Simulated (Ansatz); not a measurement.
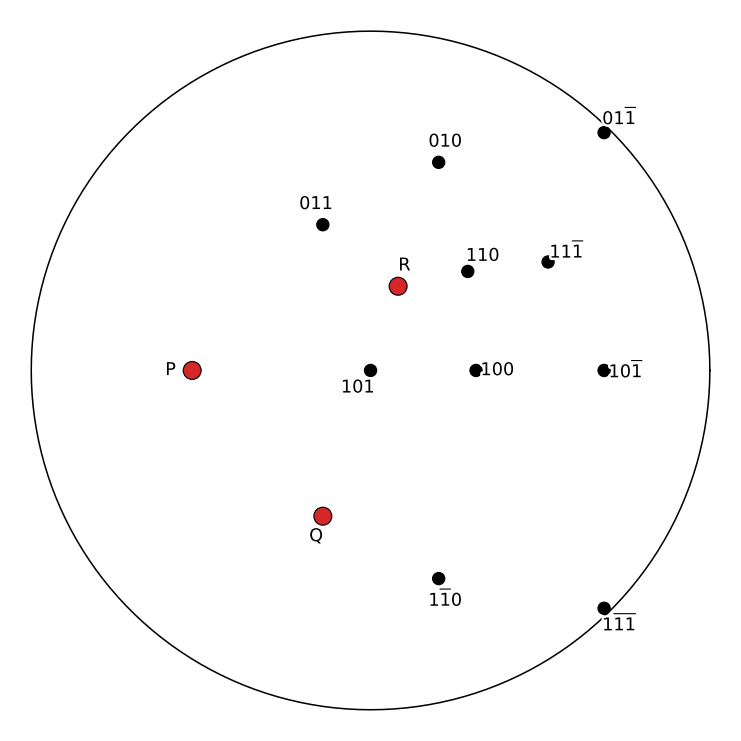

Stereographic projection of plane normals (upper hemisphere) centred on (1 0 1). Crystal: SiNi2, the end point of a relaxation at fixed volume with Ansatz, DFT PBE, scalar-relativistic, plane waves, PAW. All values are computed from the atomic coordinates in the standard setting (tolerance 0.002 Å).

a = 3.766 Å, b = 3.766 Å, c = 4.738 Å, α = 90.00°, β = 90.00°, γ = 120.00°.

Q: Index the poles marked P, Q, R.

A: P is (0 0 1), in four indices (0 0 0 1), 55.5° from the centre; Q is (1 −1 1), in four indices (1 −1 0 1), 48.6° from the centre; R is (1 1 1), in four indices (1 1 −2 1), 29.3° from the centre.

Q: What is the angle between the normals of (0 1 −1) and (0 1 1), and what are their d_hkl = 1/|g|?

A: 69.1°; d = 2.687 Å and 2.687 Å.
